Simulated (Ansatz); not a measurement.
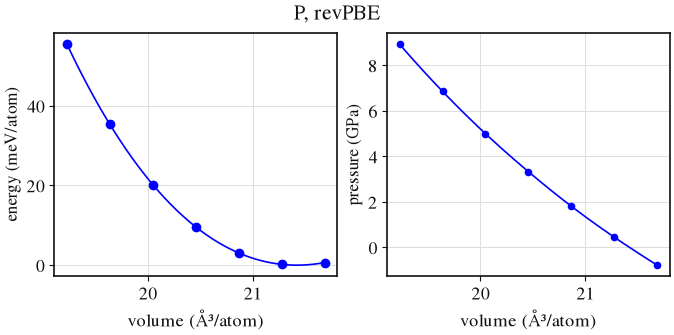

Plotted: energy and pressure against volume for P, space group Cmce (No. 64).

Cell as given: a = 5.708 Å, b = 5.708 Å, c = 4.544 Å, α = 90.00°, β = 90.00°, γ = 146.44°; 4 atoms.

Calculation (Ansatz 0.2.0): plane-wave DFT, no spin polarisation; energies at scaled volumes of the given cell, shape and fractions fixed, counted from the fit's minimum, third-order Birch-Murnaghan fit. Level: revPBE.

k mesh 8×8×6; occupations Fermi–Dirac; smearing width 0.05 eV; potentials Ansatz PAW; wave cutoff 420 eV; density cutoff 1680 eV.

Give the fitted equation-of-state parameters.

Answer. A third-order Birch–Murnaghan fit gives V0 = 21.42 Å³/atom, B0 = 65.4 GPa and B′ = 4.3.

Read off the course of the pressure.

Answer. It falls from 8.93 GPa at volume 19.23 Å³/atom to −0.78 GPa at 21.69 Å³/atom, and changes sign near 21.43 Å³/atom.

Limits of the calculation: the functional was run on potentials made for another functional; shape and atomic fractions are frozen while scaling, which makes layered, chain and framework solids too stiff.
